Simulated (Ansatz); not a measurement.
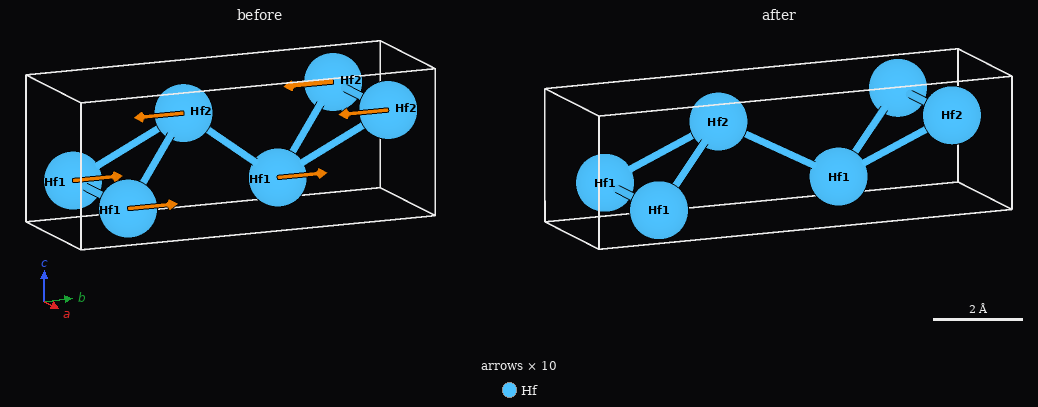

The structure of crystalline Hf (built on the Ga_63 type) (coarse preliminary run) before (left) and after (right) a relaxation, at one scale. The orange arrows give the displacements (the part carried along by the change of the cell is left out), magnified 10 times.

A ball-and-stick model of the conventional cell (2 times the calculation's cell), seen slightly off an axis. Lengths and directions refer to the drawn axes.

Case: Ga type (Cmcm, No. 63).

These are results of Ansatz, DFT PBE, scalar-relativistic, plane waves, PAW, not measurements. Set-up: plane-wave cutoff 420 eV; k-point mesh 6 × 6 × 6; occupations gaussian; smearing width 0.1 eV; no spin polarisation; cell and atoms relaxed; force threshold 0.04 eV/Å; at most 70 steps.

> Summarise the run.

The largest moves relative to the cell, 0.13 Å, are those of Hf1 and Hf2. Hf1 goes along +b. Cell: a 3.107 → 3.047 Å (−1.9 %), b 8.710 → 10.156 Å (+16.6 %), c 3.396 → 3.079 Å (−9.3 %). Volume +3.7 %. Some distances before and after: Hf1–Hf2 2.873 → 3.331 Å, Hf1–Hf1 3.396 → 3.079 Å, Hf1–Hf1 (another image) 3.107 → 3.047 Å, Hf1–Hf2 (another image) 3.074 → 3.034 Å. The space group stays Cmcm (No. 63). After 6 accepted moves (8 points after the start) the energy has fallen by 263 meV per atom. The largest force component goes from 1.1 to 0.005 eV/Å. The pressure goes from 2.46 to 0.05 GPa. At 2 points the geometry stayed and the basis and grid were re-selected for the new cell (energy shift of 2.1 meV per atom at most each time).
